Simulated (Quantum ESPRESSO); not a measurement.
## Energy of Sb along an even scaling of the cell

System: Sb (R-3m, 2 atoms in the cell).
Method: Kohn-Sham DFT of a periodic cell, PBEsol, GBRV 1.5 PBEsol, no spin polarisation (Quantum ESPRESSO 7.5).

The 7 runs differ only in the geometry, by an even scaling of the cell at fixed fractional positions. The structure derives from an entry of the Crystallography Open Database.

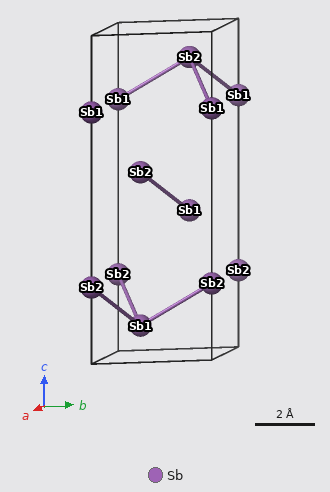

Figure 1. The structure of run 4 (ball-and-stick view of the cell 3 times as large as that of the calculation, set on its symmetry axes, seen slightly off an axis; atoms are numbered from 1 in the order of the input). An atom can appear more than once, as a periodic image.

**The input of run 4**
```
&CONTROL
  calculation = 'scf'
  prefix = 'pwscf'
  outdir = './tmp'
  pseudo_dir = './pseudo'
  tprnfor = .true.
  tstress = .true.
  disk_io = 'low'
/
&SYSTEM
  ibrav = 0
  celldm(1) = 8
  nat = 2
  ntyp = 1
  ecutwfc = 45
  ecutrho = 360
  nbnd = 22
  occupations = 'smearing'
  smearing = 'fd'
  degauss = 0.00367493
/
&ELECTRONS
  conv_thr = 4d-10
  electron_maxstep = 120
  mixing_beta = 0.5
/
ATOMIC_SPECIES
Sb   121.7600 sb_pbesol_v1.4.uspp.F.UPF
CELL_PARAMETERS alat
  0.5088560022086   0.2937881498567   0.8876988470430
 -0.5088560022086   0.2937881498567   0.8876988470430
  0.0000000000000  -0.5875762997133   0.8876988470430
ATOMIC_POSITIONS crystal
Sb     0.7665100000    0.7665100000    0.7665100000
Sb     0.2334900000    0.2334900000    0.2334900000
K_POINTS automatic
8 8 8 0 0 0
```

**File pp_density.in of run 4**
```
&INPUTPP
  prefix = 'pwscf'
  outdir = './tmp'
  filplot = 'density.dat'
  plot_num = 0
/
&PLOT
  nfile = 1
  filepp(1) = 'density.dat'
  iflag = 3
  output_format = 6
  fileout = 'density.cube'
/
```

**File pp_potential.in of run 4**
```
&INPUTPP
  prefix = 'pwscf'
  outdir = './tmp'
  filplot = 'potential.dat'
  plot_num = 11
/
&PLOT
  nfile = 1
  filepp(1) = 'potential.dat'
  iflag = 3
  output_format = 6
  fileout = 'potential.cube'
/
```

Command:
```bash
OMP_NUM_THREADS=1 mpirun -n 2 pw.x -nk 2 -in pw.in > pw.out
OMP_NUM_THREADS=1 mpirun -n 1 pp.x -in pp_density.in > pp_density.out
OMP_NUM_THREADS=1 mpirun -n 1 pp.x -in pp_potential.in > pp_potential.out
```

Lattice vectors (Å) and fractional positions of run 4:
```
   2.154200    1.243728    3.758000
  -2.154200    1.243728    3.758000
   0.000000   -2.487456    3.758000
Sb  0.766510  0.766510  0.766510
Sb  0.233490  0.233490  0.233490
```

Run 5 has the same physical settings and fractional positions; its lattice vectors (Å) are:
```
   2.168467    1.251965    3.782888
  -2.168467    1.251965    3.782888
   0.000000   -2.503930    3.782888
```

**Results, with one run withheld**

```csv
run,volume per atom (Å³),"free energy per atom, from the lowest run given (meV)",pressure (GPa)
1,28.393,23.00,3.97
2,28.998,10.06,2.44
3,29.602,2.60,1.07
4,30.206,0.00,−0.15
5,30.810,?,?
6,31.414,7.45,−2.22
7,32.018,16.64,−3.09
```

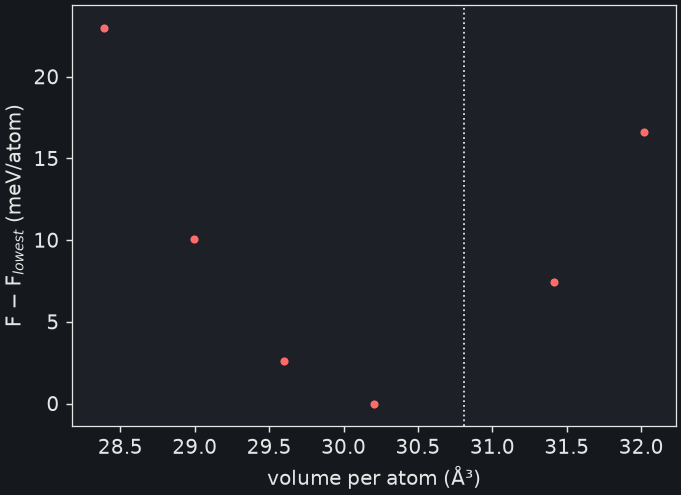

Figure 2. Free energy per atom of the runs given; the dotted line marks run 5.

What should run 5 give?

A cubic polynomial in V^(−2/3) (the Birch–Murnaghan form), fitted to the 6 runs given, misses them by under 0.01 meV per atom. With x = V^(−2/3) − 0.10344 Å⁻², it reads F = 0.21316 + 1019.4 x + 1.154e+06 x² + 2.754e+06 x³ (meV per atom). At run 5 it gives 1.77 meV per atom, and the run itself gives 1.78. The slope of the fit gives a pressure −dF/dV of −1.01 GPa there, and the run prints −1.24 GPa. The two needn't agree exactly: the fit is approximate, and the printed stress is taken on a finite basis. The fit has its minimum at 30.252 Å³ per atom, where V d²F/dV² gives 57.4 GPa. Cell shape and fractional positions are held, so this is the stiffness under even scaling; the relaxed bulk modulus wasn't computed.

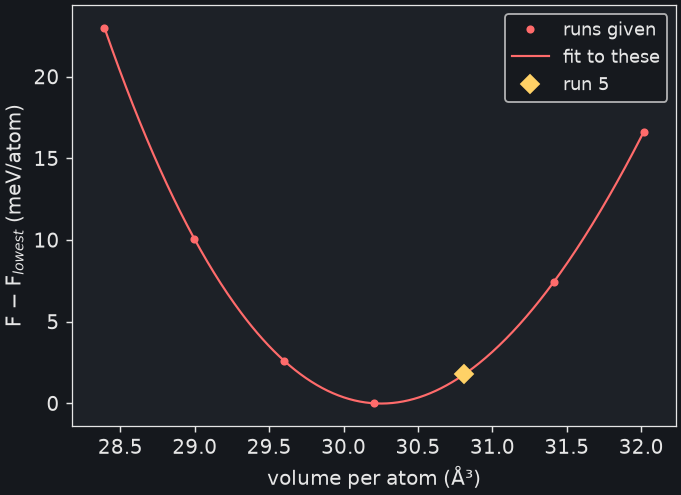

Figure 3. The fit and the withheld run.

**Some lines of the output (run 5)**
```
[...]
     unit-cell volume          =     415.8304 (a.u.)^3
     number of k points=    65  Fermi-Dirac smearing, width (Ry)=  0.0037
     total energy              =    -368.76916069 Ry
     total energy              =    -369.20015382 Ry
     total energy              =    -369.20152979 Ry
     total energy              =    -369.20166366 Ry
     total energy              =    -369.20167651 Ry
     total energy              =    -369.20167709 Ry
     total energy              =    -369.20167713 Ry
     the Fermi energy is     9.8369 ev
!    total energy              =    -369.20167713 Ry
     The total energy is F=E-TS. E is the sum of the following terms:
     Computing stress (Cartesian axis) and pressure
          total   stress  (Ry/bohr**3)                   (kbar)     P=      -12.40
```
